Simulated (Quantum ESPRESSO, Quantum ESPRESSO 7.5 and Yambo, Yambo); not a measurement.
## P (puckered monolayer): G0W0 on several meshes in Yambo

Aim: the GW shift of P (puckered monolayer) against the k mesh.

Method: PBE and many-body steps on it, plane waves, in Quantum ESPRESSO 7.5 and Yambo 5.3.0.

## 1. Starting point

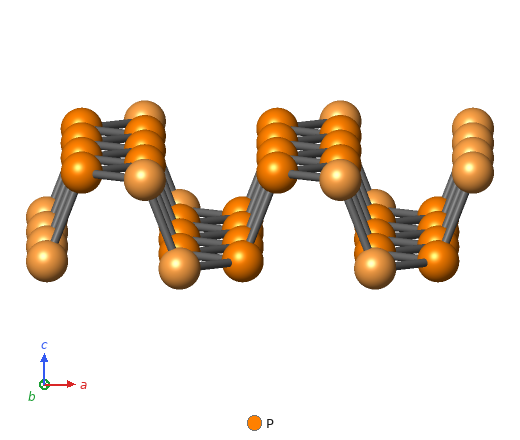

The starting structure, seen nearly edge on (phosphorus orange). 2×3×1 cells are drawn. Some periodic images of atoms are drawn too.

The cell holds 4 atoms: 4 P. Cell: a = 4.626 Å, b = 3.304 Å, c = 14.000 Å, α = 90.0°, β = 90.0°, γ = 90.0°. Vacuum lies along c.

The structure was relaxed with PBE. The runs that relaxed it are not among those shown.

## 2. Empty states on the mesh, 4×6×1 mesh, 294 bands

This step: Quantum ESPRESSO 7.5; DFT, PBE, plane waves, norm-conserving pseudopotentials.

The sums over transitions need many empty states on a uniform mesh; this step solves for them.

File pw.in:

```
&control
  calculation = 'nscf'
  prefix = 'x'
  outdir = 'o'
  pseudo_dir = 'pseudo'
/
&system
  ibrav = 0
  nat = 4
  ntyp = 1
  ecutwfc = 36.0
  nbnd = 294
  force_symmorphic = .true.
/
&electrons
  conv_thr = 1e-9
  electron_maxstep = 80
  diago_full_acc = .true.
  diago_thr_init = 5e-6
/
ATOMIC_SPECIES
  P 30.974 P.upf
CELL_PARAMETERS angstrom
  4.6261974460 0.0000000000 0.0000000000
  0.0000000000 3.3043566150 0.0000000000
  0.0000000000 0.0000000000 14.0000000000
ATOMIC_POSITIONS crystal
  P 0.0887347685 0.0000000000 0.5752704305
  P 0.4112652315 0.5000000000 0.5752704305
  P 0.5887347685 0.5000000000 0.4247295489
  P 0.9112652315 0.0000000000 0.4247295489
K_POINTS automatic
  4 6 1 0 0 0
```

Run with:

```sh
$ OMP_NUM_THREADS=1 mpirun -n 4 pw.x -nk 4 -in pw.in > pw.out
```

The log of the run:

```text
Program PWSCF v.7.5 starts

     This program is part of the open-source Quantum ESPRESSO suite
     for quantum simulation of materials; please cite
         "P. Giannozzi et al., J. Phys.:Condens. Matter 21 395502 (2009);
         "P. Giannozzi et al., J. Phys.:Condens. Matter 29 465901 (2017);
         "P. Giannozzi et al., J. Chem. Phys. 152 154105 (2020);
     in publications or presentations arising from this work. More details at

     Atomic positions and unit cell read from directory:
     o/x.save/

     Message from routine setup:
[...]
22.7105  23.3854  23.6390  24.1293  24.4335  24.6991  24.8971  25.0246
     [... 25 further rows ...]
    66.0135  66.4106  66.7575  66.7824  66.9915  67.1040  67.1890  67.3134
    67.5269  67.7291  67.8699  68.1647  68.1972  68.2585

          k = 0.0000-0.7000 0.0000 (  5320 PWs)   bands (ev):

     [... further k-points ...]

     highest occupied, lowest unoccupied level (ev):    -0.7369    0.1699

     XML data file, pseudopotentials, collected wavefunctions

=------------------------------------------------------------------------------=
   JOB DONE.
=------------------------------------------------------------------------------=
```

The job ended after 65 s (4 MPI ranks of Arm Neoverse V1, shared host; peak memory 0.76 GiB).

This step gave:

```yaml
gap: 0.9068 eV
k_of_the_valence_top: 0, 0, 0
k_of_the_conduction_bottom: 0, 0, 0
least_direct_gap: 0.9068 eV
k_points_computed: 12
lowest_point_of_the_top_converged_band_above_the_valence_top: 67.4032 eV
```

On this mesh the gap is 0.907 eV.

The density comes from a self-consistent run that is not shown.

## 3. Conversion and set-up

This step: Yambo 5.3.0; conversion and set-up on PBE, plane waves, norm-conserving pseudopotentials.

The states are converted to the many-body program's format and the q mesh is built.

Run with:

```sh
$ (cd o/x.save; p2y > p2y.log; mv SAVE ../..); yambo > setup.log
```

The log of the run:

```text
 Yambo, version 5.3.0

 [02] CORE Variables Setup
 =========================

  [02.01] Unit cells
  ==================

  Cell kind             :  Unknown
  Atoms in the cell     :  P
  number of P  atoms    :   4

  List of atomic masses
  Mass of P     :  30.97400

  List of atomic coordinates    : [cc]
  P1       :   0.77574   0.00000  15.21945  order 1
  P2       :   3.59538   3.12216  15.21945  order 2
  P3       :   5.14686   3.12216  11.23672  order 3
  P4       :   7.96650   0.00000  11.23672  order 4

  Alat factors          :   8.74225   6.24433  26.45617 [a.u.]
[...]
K/Q-points units:
 rlu = crystal or reduced units; cc = cartesian coordinates; iku = interal k-units

 Q [ 1]         [rlu]:  0.000000  0.000000  0.000000
 Q [ 2]         [rlu]:  0.000000  0.166667  0.000000
 Q [ 3]         [rlu]:  0.000000  0.333333  0.000000
[...]
Q [ 8]         [rlu]:  0.250000 -0.500000  0.000000
 Q [ 9]         [rlu]: -0.500000  0.000000  0.000000
 Q [10]         [rlu]: -0.500000  0.166667  0.000000
 Q [11]         [rlu]: -0.500000  0.333333  0.000000
 Q [12]         [rlu]: -0.500000 -0.500000  0.000000

  [03.01] X indexes
  =================

   [03.01.01] Sigma indexes
   ========================

 [06] Game Over & Game summary
```

Wall time 1.9 s (1 MPI rank); peak memory 0.24 GiB.

## 4. 4×6×1

Now the one-shot GW correction: screening in the RPA, then the self-energy of the levels asked for.

This step: G0W0 on PBE, plane waves, norm-conserving pseudopotentials.

File gw2.in:

```
HF_and_locXC
gw0
dyson
ppa
em1d
rim_cut
rim_w
RandQpts= 3000000
RandGvec= 100 RL
CUTGeo= "slab z"
RandGvecW= 9 RL
EXXRLvcs= 36 Ry
VXCRLvcs= 144 Ry
Chimod= "HARTREE"
% BndsRnXp
 1 | 142 |
%
NGsBlkXp= 9.5 Ry
% LongDrXp
 1 | 1 | 0 |
%
% GbndRnge
 1 | 142 |
%
DysSolver= "n"
ExtendOut
PPAPntXp= 27.21138 eV
% QPkrange
 1 | 1 | 9 | 12 |
%
```

Run with:

```sh
$ OMP_NUM_THREADS=1 mpirun -n 4 yambo -F gw2.in -J gw2 -C gw2 > gw2.log
```

The log of the run:

```text
 Yambo, version 5.3.0

 [02] CORE Variables Setup
 =========================

  [... cell, symmetries and grids as in the set-up ...]

  [02.05] Energies & Occupations
  ==============================

  [X] === General ===
  [X] Electronic Temperature                        :  0.000000  0.000000 [eV K]
  [X] Bosonic    Temperature                        :  0.000000  0.000000 [eV K]
  [X] Finite Temperature mode                       : no
  [X] El. density                                   :  0.93452E+23 [cm-3]
  [X] Fermi Level                                   : -0.736863 [eV]

  [X] === Gaps and Widths ===
  [X] Conduction Band Min                           :  0.906761 [eV]
  [X] Valence Band Max                              :  0.000000 [eV]
  [X] Filled Bands                                  :  10
  [X] Empty Bands                                   :   11  294
  [X] Direct Gap                                    :  0.906761 [eV]
  [X] Direct Gap localized at k                     :  1
  [X] Indirect Gap                                  :  0.906761 [eV]
  [X] Indirect Gap between kpts                     :  1  1
  [X] Last valence band width                       :  1.927019 [eV]
  [X] 1st conduction band width                     :  1.895552 [eV]

 [03] Transferred momenta grid and indexing
 ==========================================

 IBZ Q-points                                      :  12
 BZ  Q-points                                      :  24

 K/Q-points units:
 rlu = crystal or reduced units; cc = cartesian coordinates; iku = interal k-units

 Q [ 1]         [rlu]:  0.000000  0.000000  0.000000
 Q [ 2]         [rlu]:  0.000000  0.166667  0.000000
 Q [ 3]         [rlu]:  0.000000  0.333333  0.000000
 Q [ 4]         [rlu]:  0.000000 -0.500000  0.000000
 Q [ 5]         [rlu]:  0.250000  0.000000  0.000000
 Q [ 6]         [rlu]:  0.250000  0.166667  0.000000
 Q [ 7]         [rlu]:  0.250000  0.333333  0.000000
 Q [ 8]         [rlu]:  0.250000 -0.500000  0.000000
 Q [ 9]         [rlu]: -0.500000  0.000000  0.000000
 Q [10]         [rlu]: -0.500000  0.166667  0.000000
 Q [11]         [rlu]: -0.500000  0.333333  0.000000
 Q [12]         [rlu]: -0.500000 -0.500000  0.000000

 [04] Coloumb potential Random Integration (RIM)
 ===============================================

 Performing RIM of v_slab

  [04.01] RIM initialization
  ==========================

  * Diagonal components only detected *

  8 x (sBL volume)        :  0.057251 [a.u.]
  sBZ random points       :  3000000
  Points outside the sBZ  :  24001885
  RL volume               :  0.171753 [a.u.]
  Integrated volume       :  0.171739 [a.u.]

  [04.02] RIM integrals
  =====================

  Gamma point sphere radius             :  0.043799 [a.u.]
  Points outside the sphere             :  2398566
  [Int_sBZ(q=0) 1/q^2]*(Vol_sBZ)^(-1/3) =:  7.478335
                                 should be <:  7.795600

  Summary of Coulomb integrals for non-metallic bands |Q|[au] RIM/Bare

  Q [1] 0.100000E-4 0.959302 * Q [2] 0.167704 0.969668
  Q [5] 0.179679 1.015114 * Q [6] 0.245782 1.037537
  Q [3] 0.335408 1.021472 * Q [9] 0.359358 1.032119
  Q [7] 0.380503 1.024585 * Q [10] 0.396563 1.028731
  Q [11] 0.491565 1.019804 * Q [4] 0.503111 1.015563
  Q [8] 0.534234 1.015048 * Q [12] 0.618271 1.012660
  Non-periodic chartesian directions : none
  Optical renormalization            :  26.45617 [au]
  Polarizability dimension           : length

 [05] Coloumb potential CutOffslab
 =================================

 Cut directionsZ
 Slab Cutoff:Z
 Symmetry test passed : yes

 [06] Dipoles
 ============

  [06.01] Setup: observables and procedures
  =========================================

  [WARNING] [x,Vnl] slows the Dipoles computation. To neglect it rename the ns.kb_pp file

 [07] Dynamic Dielectric Matrix (PPA)
 ====================================

 [WR./gw2//ndb.pp]---------------------------------------------------------------
  Brillouin Zone Q/K grids (IBZ/BZ)                :  12  24  12  24
[...]
X matrix size                                    :   781
  X band range                                     :    1  142
  X e/h energy range                               : -1.000000 -1.000000 [eV]
  X Time ordering                                  : R
  X Hxc Kernel                                     : HARTREE
  X Drude frequency                                :  0.000000  0.000000
  X poles                                          :  100.0000 [o/o]
  RL vectors in the sum                            :   6937
  [r,Vnl] included                                 : yes
  Field direction                                  :  0.707107E-5  0.707107E-5   0.00000
  BZ energy Double Grid                            : no
  BZ energy DbGd points                            : 0
  BZ Q point size factor                           : -1.000000
  X Optical Averaged directions                    : none

 [08] Local Exchange-Correlation + Non-Local Fock
 ================================================

 [VXC] Plane waves :   42135
 [EXS] Plane waves :   5277

 QP @ state[ 1 ] K range:  1  1
 QP @ state[ 1 ] b range:   9  12

 [xc] Functional : Perdew, Burke & Ernzerhof(X)+Perdew, Burke & Ernzerhof(C)
 [xc] LIBXC used to calculate xc functional
  PP Number of Atomic Species                      :  1
  NLCC RL compoments                               :   42135
  PP Number of Atomic Species                      :  1
  NLCC RL compoments                               :   42135

 [xc] E_xc :  -6.689322 [Ha]
      E_xc :  -13.37864 [Ry]

  Local XC kind (lXC) : Perdew, Burke & Ernzerhof(X)+Perdew, Burke & Ernzerhof(C)
  Non-Local XC kind (nlXC) : Hartree-Fock

  Corrections @ K [1] :  [eV]
 <9|nlXC|9> = -13.05205 -0.14311E-16 <9|lXC|9> = -10.56776 -0.18882E-15
 <10|nlXC|10> = -13.27522 -0.88081E-17 <10|lXC|10> = -11.64948 -0.18882E-15
 <11|nlXC|11> = -6.378323  0.12226E-19 <11|lXC|11> = -9.945842  0.37763E-15
 <12|nlXC|12> = -6.527958  0.16109E-17 <12|lXC|12> = -10.94050 -0.11360E-30

 [09] Dyson equation: Newton solver
 ==================================

  [09.01] RIM-W interpolation
  ===========================

  [WARNING] RIM-W works only for 2D semiconductors with slab cutoff
  Found compatible q grid: 2D
  q_min[ 1 ]:  0.250000  0.000000  0.000000 [rlu]
   0.250000  0.000000  0.000000 [iku]
  q_min[ 2 ]:  0.000000  0.166667  0.000000 [rlu]
   0.000000  0.166667  0.000000 [iku]
  G-vectors :   9
  G-vectors loaded:   83
  Number of interpolated frequencies:  2

  Evaluating coefficients q = 0
  Evaluating coefficients q = 0

  [09.02] RIM-W integrals
  =======================

  8 x (sBL volume)        :  0.057251 [a.u.]
  sBZ random points       :  3000000
  Points outside the sBZ  :  24001885
  RL volume               :  0.171753 [a.u.]
  Integrated volume       :  0.171739 [a.u.]

  [09.03] RIM integrals
  =====================

  Comparison between head Wc = W - v averages: < Wc > [au] RIM-W/RIM

   < -Wc [Q = 1] > 0.424711E-1 0.634898E-4 * < -Wc [Q = 2] > 0.006931 0.006793
   < -Wc [Q = 3] > 0.001382 0.001361 * < -Wc [Q = 4] > 0.484404E-3 0.480198E-3
   < -Wc [Q = 5] > 0.006337 0.006160 * < -Wc [Q = 6] > 0.003086 0.002939
   < -Wc [Q = 7] > 0.988158E-3 0.965712E-3 * < -Wc [Q = 8] > 0.402988E-3 0.398549E-3
   < -Wc [Q = 9] > 0.001189 0.001165 * < -Wc [Q = 10] > 0.907911E-3 0.889051E-3
   < -Wc [Q = 11] > 0.493214E-3 0.483517E-3 * < -Wc [Q = 12] > 0.258367E-3 0.254430E-3

  Comparison between head Wc = W - v averages: < Wc > [au] RIM-W/RIM

   < -Wc [G = 1,G`=0] > 0.424711E-1 0.634898E-4 * < -Wc [G = 2,G`=0] >-0.001639 0.000000
   < -Wc [G = 3,G`=0] >-0.001639 0.000000 * < -Wc [G = 4,G`=0] > 0.118768E-4  0.00000
   < -Wc [G = 5,G`=0] > 0.118768E-4  0.00000 * < -Wc [G = 6,G`=0] > 0.113753E-3  0.00000
   < -Wc [G = 7,G`=0] > 0.113753E-3  0.00000 * < -Wc [G = 8,G`=0] > 0.76603E-11  0.0000
   < -Wc [G = 9,G`=0] > 0.77384E-11  0.0000

 [10] G0W0 (W PPA)
 =================

 [  GW  ] Bands range     :    1  142
 [GW/PPA] G damping       :  0.100000 [eV]

 QP @ state[ 1 ] K range:  1  1
 QP @ state[ 1 ] b range:   9  12

  Sc/G bands                                       :    1  142
  Sc/G damping                                     :  0.100000 ev
  Sc bands terminator                              : no
  Sx RL components                                 :   5277

  QP @ state[ 1 ] K range                          :  1  1
  QP @ state[ 1 ] b range                          :   9  12
  GF energies kind                                 : Perdew, Burke & Ernzerhof(X)+Perdew, Burke & Ernzerhof(C)
  GF WF`s kind                                     : Perdew, Burke & Ernzerhof(X)+Perdew, Burke & Ernzerhof(C)
  Xs energies kind                                 : Perdew, Burke & Ernzerhof(X)+Perdew, Burke & Ernzerhof(C)
  Xs WF`s kind                                     : Perdew, Burke & Ernzerhof(X)+Perdew, Burke & Ernzerhof(C)

 [14] Game Over & Game summary
```

Wall time 4.9 min (4 MPI ranks); peak memory 2.2 GiB; 20 min of CPU time.

Numbers from this step:

* G0W0 gap on the points computed: 2.009 eV
* starting gap on the mesh: 0.9068 eV
* k of the valence top: 0, 0, 0
* k of the conduction bottom: 0, 0, 0
* least direct G0W0 gap on the computed points: 2.009 eV
* Z at the valence top: 0.7171
* Z at the conduction bottom: 0.7264

The gap on the mesh goes from 0.91 eV to 2.01 eV, a correction of +1.10 eV.

## 5. Empty states on the mesh, 4×4×1 mesh, 142 bands

This step: Quantum ESPRESSO 7.5; DFT, PBE, plane waves, norm-conserving pseudopotentials.

Edit pw.in of step 2 so:

```diff
@@ -11,3 +11,3 @@
   ecutwfc = 36.0
-  nbnd = 294
+  nbnd = 142
   force_symmorphic = .true.
@@ -32,2 +32,2 @@
 K_POINTS automatic
-  4 6 1 0 0 0
+  4 4 1 0 0 0
```

Run with:

```sh
$ OMP_NUM_THREADS=1 mpirun -n 4 pw.x -nk 4 -in pw.in > pw.out
```

The log of the run:

```text
[banner, memory and clock lines left out]
Program PWSCF v.7.5 starts

     Atomic positions and unit cell read from directory:
     o/x.save/

     Message from routine setup:
     using ibrav=0 with symmetry is DISCOURAGED, use correct ibrav instead

     G-vector sticks info

     bravais-lattice index     =            0
     lattice parameter (alat)  =       8.7422  a.u.
     unit-cell volume          =    1444.2278 (a.u.)^3
     number of atoms/cell      =            4
     number of atomic types    =            1
     number of electrons       =        20.00
[...]
[... 6 further rows ...]
[...]
38.9302  39.1521  39.2821  39.3104  39.3636  39.5060

          k = 0.0000-0.7000 0.0000 (  5320 PWs)   bands (ev):

[...]
23.3983  23.3983  23.8867  23.8867  24.9728  24.9728  25.4049  25.4049
     [... 6 further rows ...]
    37.6119  37.6119  37.7873  37.7873  38.0668  38.0668  38.3557  38.3557
    38.8294  38.8294  39.4034  39.4034  39.5295  39.5295

          k = 0.2500 0.0000 0.0000 (  5203 PWs)   bands (ev):

     [... further k-points ...]

     highest occupied, lowest unoccupied level (ev):    -0.7369    0.1699

     XML data file, pseudopotentials, collected wavefunctions
```

Elapsed: 24 s, on 4 MPI ranks; peak memory 0.47 GiB; 96 s of CPU time.

This step gave:

| Quantity | Value |
| --- | --- |
| gap | 0.9068 eV |
| k of the valence top | 0, 0, 0 |
| k of the conduction bottom | 0, 0, 0 |
| least direct gap | 0.9068 eV |
| k points computed | 9 |
| lowest point of the top converged band, above the valence top | 40.20 eV |

On this mesh the gap is 0.907 eV.

## 6. Conversion and set-up

This step: Yambo 5.3.0; conversion and set-up on PBE, plane waves, norm-conserving pseudopotentials.

Run with:

```sh
$ (cd o/x.save; p2y > p2y.log; mv SAVE ../..); yambo > setup.log
```

The log of the run:

```text
 Yambo, version 5.3.0

 [02] CORE Variables Setup
 =========================

  [02.01] Unit cells
  ==================

  Cell kind             :  Unknown
  Atoms in the cell     :  P
  number of P  atoms    :   4

  List of atomic masses
  Mass of P     :  30.97400

  List of atomic coordinates    : [cc]
  P1       :   0.77574   0.00000  15.21945  order 1
  P2       :   3.59538   3.12216  15.21945  order 2
  P3       :   5.14686   3.12216  11.23672  order 3
  P4       :   7.96650   0.00000  11.23672  order 4

  Alat factors          :   8.74225   6.24433  26.45617 [a.u.]
[...]
==========================================

 IBZ Q-points                                      :   9
 BZ  Q-points                                      :  16

 K/Q-points units:
 rlu = crystal or reduced units; cc = cartesian coordinates; iku = interal k-units

 Q [1]          [rlu]:  0.000000  0.000000  0.000000
 Q [2]          [rlu]:  0.000000  0.250000  0.000000
 Q [3]          [rlu]:  0.000000 -0.500000  0.000000
[...]
Q [8]          [rlu]: -0.500000  0.250000  0.000000
 Q [9]          [rlu]: -0.500000 -0.500000  0.000000

  [03.01] X indexes
  =================

   [03.01.01] Sigma indexes
   ========================

 [06] Game Over & Game summary
```

It took 1.7 s on 1 MPI rank; peak memory 0.24 GiB.

[end of part 1 of 2]

[Paths, hosts, dates, memory and timing lines, banners, echoed tables and standing remarks are left out of the program output.]

[Logs are printed without paths, hosts, clocks, repeated set-up lines and the standing remarks that a program may print on its own settings, such as how far it seeks lower states.]

[Runs of the session that timed out or met a known fault of the program may be left out.]

[Hosts, paths, dates, database ids (printed as entryN), source tags and the programs' standing remarks are cut or masked in the printed files.]
